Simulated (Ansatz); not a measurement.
This input was run:

```
crystal:
  lattice:
    - [4.9152816387, 0.0, 0.0]
    - [0.0, 5.4220874414, 0.0]
    - [0.0, 0.0, 26.7028519458]
  atoms:
    - { symbol: O, position: [0.7268435879, 0.7797716541, 0.2995934672] }
    - { symbol: O, position: [0.9310901066, 0.2202283459, 0.321299717] }
    - { symbol: Si, position: [0.2330595205, 0.3333333333, 0.3302221041] }
    - { symbol: Si, position: [0.7330595205, 0.0, 0.3410241764] }
    - { symbol: O, position: [0.4310901066, 0.1131049874, 0.3499465636] }
    - { symbol: O, position: [0.2268435879, 0.5535616793, 0.3716528133] }
    - { symbol: O, position: [0.8420663056, 0.8868950126, 0.3936229604] }
    - { symbol: Si, position: [0.033880959, 0.6666666667, 0.4153292101] }
    - { symbol: O, position: [0.8420663056, 0.4464383207, 0.4370354599] }
    - { symbol: O, position: [0.2309174042, 0.7756677587, 0.4588152641] }
    - { symbol: O, position: [0.4353204385, 0.2163392121, 0.4807053405] }
    - { symbol: Si, position: [0.7370194407, 0.3300371369, 0.4896367092] }
    - { symbol: Si, position: [0.2378767042, -0.0042657624, 0.5003747227] }
    - { symbol: O, position: [0.9366461911, 0.1107782245, 0.5092045518] }
    - { symbol: O, position: [0.7267878908, 0.5500769994, 0.531188029] }
    - { symbol: O, position: [0.3480870935, 0.881419208, 0.5527383976] }
    - { symbol: Si, position: [0.5329151251, 0.6604777047, 0.5751952472] }
    - { symbol: O, position: [0.35309378, 0.424413994, 0.600179069] }
basis:
  ecutwfc: 420
kpoints:
  mp_grid: { grid: [3, 3, 1] }
hamiltonian:
  xc: pbe
  dispersion: d3bj
scf:
  occupations: { method: gaussian, width: 0.05 }
output:
  forces: true
  eigenvalues: true
  write_density: true
  volumetric_format: npy
efield:
  axis: 3
  dipole_correction: true
  ramp_width: 0.04
```

Run as:
```bash
ansatz run input.yaml --threads 2 --pin off --max-ram 6144MiB --backend cpu --events-out ev --progress --plain --runs-dir out
```

What does the potential across the slab give for the band edges against vacuum?

From the vacuum level at the right face the ionisation potential is 6.99 eV and the electron affinity 6.66 eV; at the left face they are 6.82 and 6.50 eV. The slab's gap, their difference before rounding, is 0.32 eV. The vacuum levels differ by 0.17 eV, so the slab carries a dipole along its normal. The outermost atoms are 8.0 Å apart, which leaves 18.7 Å of vacuum in a cell 26.7 Å high.

The atoms aren't at rest in this cell (largest force 6.5 eV/Å), so the relaxed material can differ.

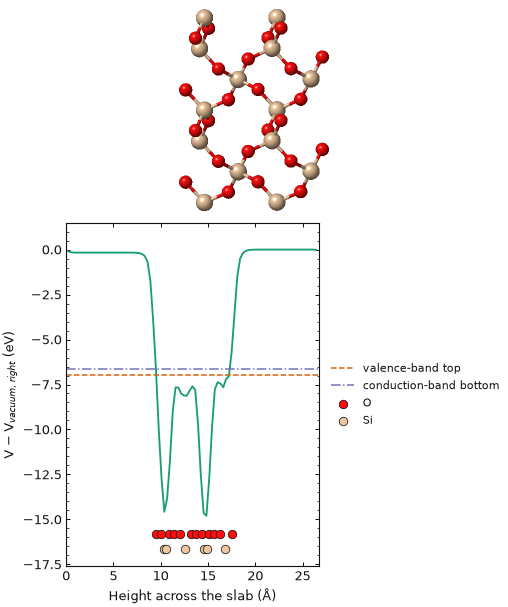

Plane-averaged electrostatic potential energy of an electron across the slab; circles at the bottom mark the heights of the atoms. The structure is drawn too.
